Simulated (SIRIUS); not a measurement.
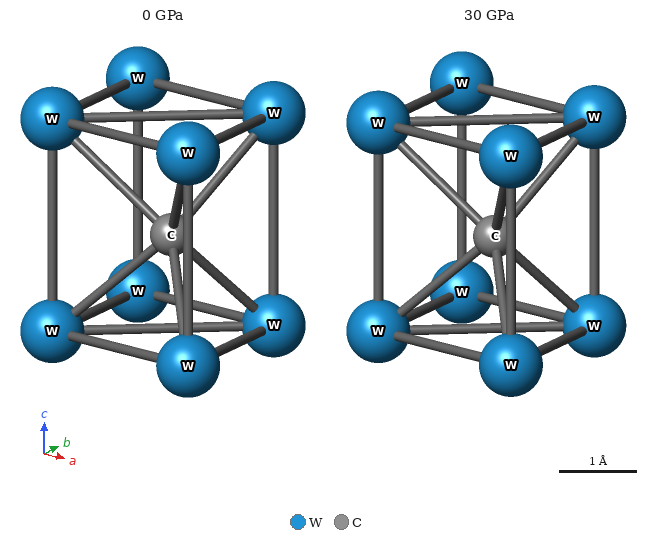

A crystal of WC (set up in P-6m2), relaxed (cell and atoms) at several target pressures. The picture shows the first and the last member. The picture is a ball-and-stick view of the cell of the calculation, seen slightly off an axis.

Computed with SIRIUS 7.10.0: PBE, dojo-sr-pbe-0.4.1-standard. Settings: plane-wave cutoff 1127 eV; k-point mesh 5 × 5 × 5; occupations fermi-dirac; smearing width 0.05 eV; optimiser BFGS; no spin polarisation.

```tsv
pressure (GPa)	volume (Å³/atom)	a (Å)	c (Å)
0	10.541	2.927	2.841
5	?	?	?
10	10.280	2.900	2.822
20	10.056	2.878	2.803
30	9.854	2.857	2.788
```

Q: Fill in the missing row.

A: Murnaghan's form V = V₀(1 + B′P/B₀)^(−1/B′), with V₀ = 10.541 Å³ from the row at zero pressure, fits the other rows with B₀ = 377 GPa and B′ = 4.83 (largest miss 0.001 Å³). At 5 GPa it gives 10.541 × (1 + 4.83 × 5/377)^(−1/4.83) = 10.406 Å³ per atom. The calculation gives 10.410 Å³/atom (a = 2.914 Å, c = 2.831 Å). The estimate is 0.004 Å³/atom too low. From the first member to the last: W–W 2.927 → 2.857 Å, W–W 2.841 → 2.788 Å, C–W 2.208 → 2.160 Å.

The whole series:

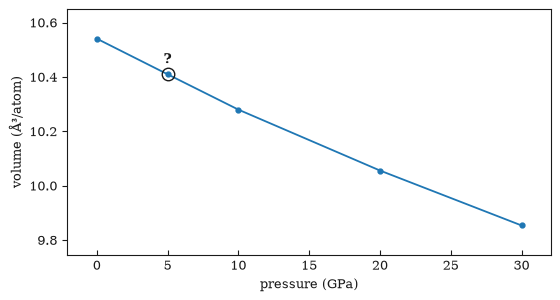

Each member starts from this one structure; whether another phase lies lower wasn't checked.
